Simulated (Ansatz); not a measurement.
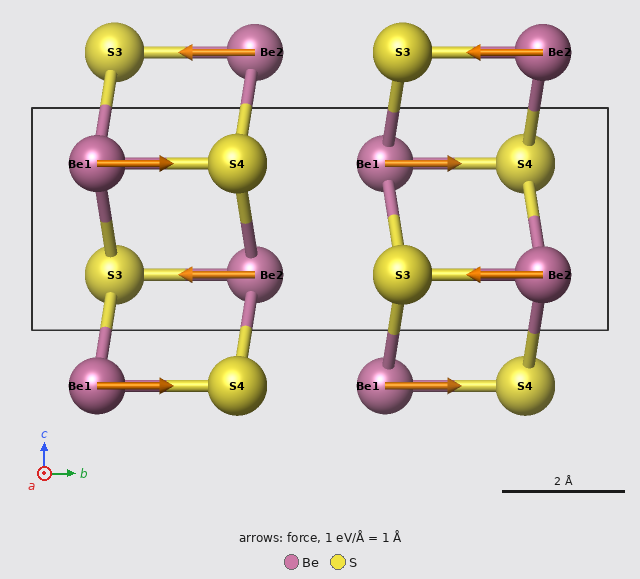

Starting geometry of crystalline BeS (built on the TlCl-63 type type) with the computed forces as orange arrows. The picture is a ball-and-stick view of the conventional cell (2 times the calculation's cell), seen along the a axis. Lengths and directions refer to the drawn axes.

Level of theory: DFT, PBEsol, plane waves, PAW (Ansatz). Set-up: plane-wave cutoff 420 eV; k-point mesh 6 × 6 × 6; occupations fermi dirac; smearing width 0.03 eV; no spin polarisation; cell and atoms relaxed; force threshold 0.01 eV/Å; at most 120 steps.

Is this structure relaxed? If not, where do the atoms go?

It isn't relaxed: the largest force vector, on Be atoms, is 1.27 eV/Å. The atoms end up moving mostly along the starting forces (cosine between the two patterns 0.99). The energy falls by 462 meV per atom in 13 accepted moves (15 points after the start). Largest force component: 1.3 eV/Å at the start, 0.00055 eV/Å at the end. Pressure: −12.57 GPa at the start and 0.00 GPa at the end. The SCF was repeated twice at an unchanged geometry on a basis and grid sized afresh for the cell, which shifted the energy by 3.5 meV per atom at most. The largest moves relative to the cell, 0.91 Å, are those of Be1 and Be2. Be2 goes along −b. Largest moves by element: Be 0.91 Å, S 0.04 Å. The volume changes by +7.4 %, with a 3.319 → 3.150 Å (−5.1 %), b 9.497 → 12.505 Å (+31.7 %), c 3.665 → 3.151 Å (−14.0 %). Near-neighbour distances that change, for instance: Be1–S4 2.311 → 2.096 Å, Be1–S3 2.489 → 2.282 Å. Bond angles that change, for instance: Be1–S4–Be2 96.6° → 77.5°, S3–Be2–S4 83.4° → 102.5°, Be2–S4–Be2 166.7° → 154.9°. The space group stays Cmcm (No. 63). The run took 11 s on 2 threads of AMD EPYC 7R13 Processor (Zen 3), with other jobs on the host, peak memory 0.59 GiB.
